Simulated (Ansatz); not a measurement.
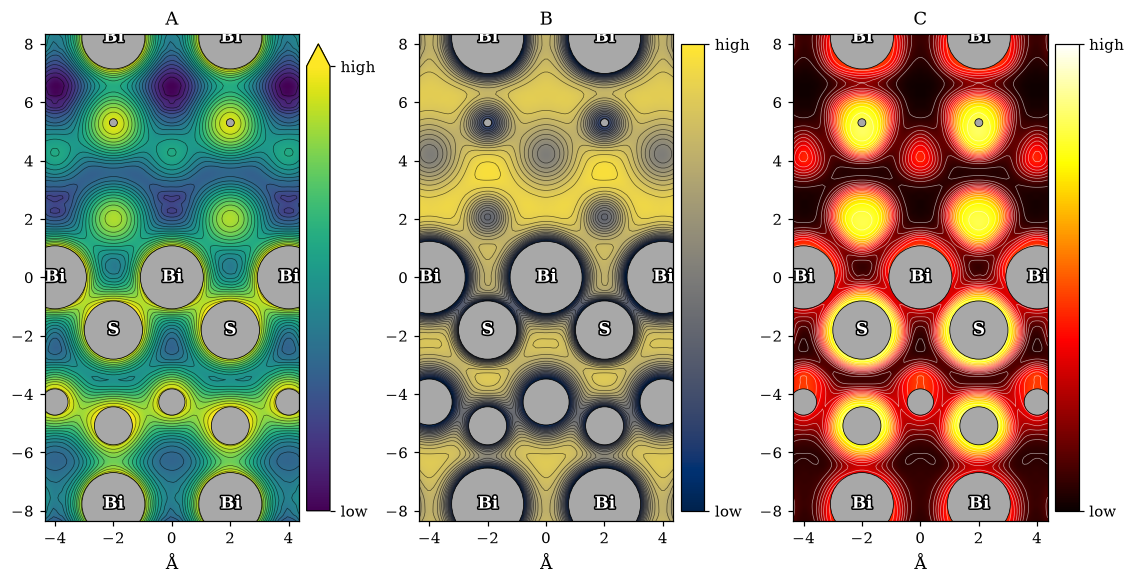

Bi2S3: 3 fields on the (101̄) plane of the conventional cell, with unlabelled colour scales. Grey discs cover the atomic cores.

Space group Pnma.

The calculation used DFT, PBE, plane-wave PAW, default files, scalar-relativistic (Ansatz).

Match the panels to the quantities (electron localisation function, electrostatic potential energy of an electron and valence pseudo-density).

Answer. Panel A: valence pseudo-density. Panel B: electrostatic potential energy of an electron (low next to the atoms, rising into the space between them). Panel C: electron localisation function. From the grid: Bi–S (2.70 Å): ρ is about 0.39 e/Å³ halfway; the ELF peaks at about 0.85 in the valence shell of S, 0.8 Å from its nucleus, and drops to about 0.30 between the two atoms.
